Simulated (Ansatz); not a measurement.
**Si$_{2}$W$_{3}$: density, localisation and related maps**

The calculation's input:

```
crystal:
  lattice:
    - [6.615847, 0.0, 0.0]
    - [0.0, 6.615847, 0.0]
    - [0.0, 0.0, 3.343505]
  atoms:
    - { symbol: Si, position: [0.133998, 0.633998, 0.0] }
    - { symbol: Si, position: [0.866002, 0.366002, 0.0] }
    - { symbol: Si, position: [0.633998, 0.866002, 0.0] }
    - { symbol: Si, position: [0.366002, 0.133998, 0.0] }
    - { symbol: W, position: [0.5, 0.5, 0.0] }
    - { symbol: W, position: [0.0, 0.0, 0.0] }
    - { symbol: W, position: [0.659841, 0.159841, 0.5] }
    - { symbol: W, position: [0.340159, 0.840159, 0.5] }
    - { symbol: W, position: [0.159841, 0.340159, 0.5] }
    - { symbol: W, position: [0.840159, 0.659841, 0.5] }
basis:
  ecutwfc: 420
kpoints:
  mp_grid: { grid: [6, 6, 10] }
hamiltonian:
  xc: pbesol
scf:
  occupations: { method: gaussian, width: 0.1 }
output:
  forces: true
  stress: true
  eigenvalues: true
  write_density: true
  write_potential: true
  elf: true
  volumetric_format: npy
relax:
  adjacent_minimum: "off"
  f_tol: 0.005
  max_steps: 80
  cell: { stress_tol: 0.05 }
```

Command:

```sh
ansatz run input.yaml --threads 2 --pin off --max-ram 5120MiB --backend cpu --events-out ev --progress --plain --runs-dir out
```

Below, planes, directions and counts refer to the conventional cell (a = 6.58 Å, b = 6.58 Å, c = 3.27 Å, α = 90.00°, β = 90.00°, γ = 90.00°).

The fields are those of the relaxed geometry.

Space group P4/mbm; a structure from a database of computed crystals, not necessarily the ambient phase.

These are results of DFT PBEsol, scalar-relativistic, plane waves, PAW (Ansatz), not measurements.

The density is the valence pseudo-density of a PAW calculation; it isn't the true density close to the nuclei.

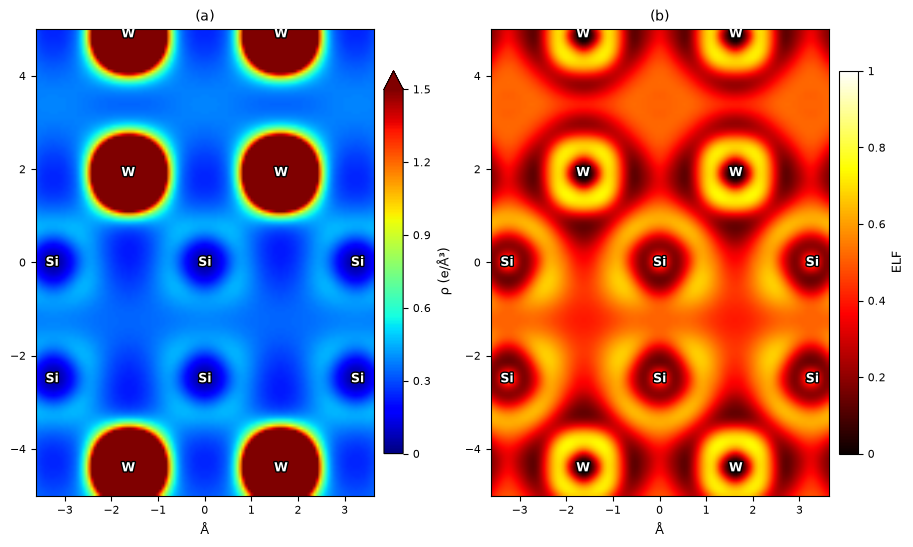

Figure 1. (a) valence electron density; (b) ELF on the (110) plane of the conventional cell.

**Interpret the plot.**

- Atoms in the plane: Si and W.
- Si–Si (2.50 Å): ρ at the midpoint is about 0.38 e/Å³; the ELF reaches about 0.50 near the midpoint.
- Si–W (2.52 Å): ρ is about 0.45 e/Å³ halfway; the ELF peaks at about 0.65 in the valence shell of Si, 0.9 Å from its nucleus, and is about 0.40 at the midpoint.
- W–W (2.98 Å): ρ at the midpoint is about 0.34 e/Å³; the ELF is about 0.40 at the midpoint.
- Between the atoms the lowest density in this plane is 0.22 e/Å³.
- The features right at W lie inside the PAW spheres, where the map follows smoothed inner orbitals and isn't to be read closely.

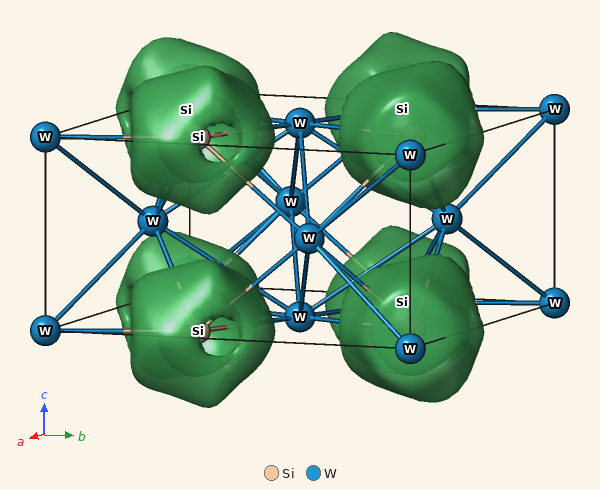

Figure 2. Isosurface of the electron localisation function at 0.55 (green), seen slightly off an axis. Only the valence region is drawn (cores and ρ < 0.01 e/Å³ removed). Sticks mark near contacts.

**Where are the electrons localised?**

At this value the surface marks out four regions wrapped around Si (the valence shell of each), counted in one cell of 10 atoms. Regions shared between cells count once.

**Metal or insulator at this level of theory?**

It is gapless in this calculation (a metal or semimetal).
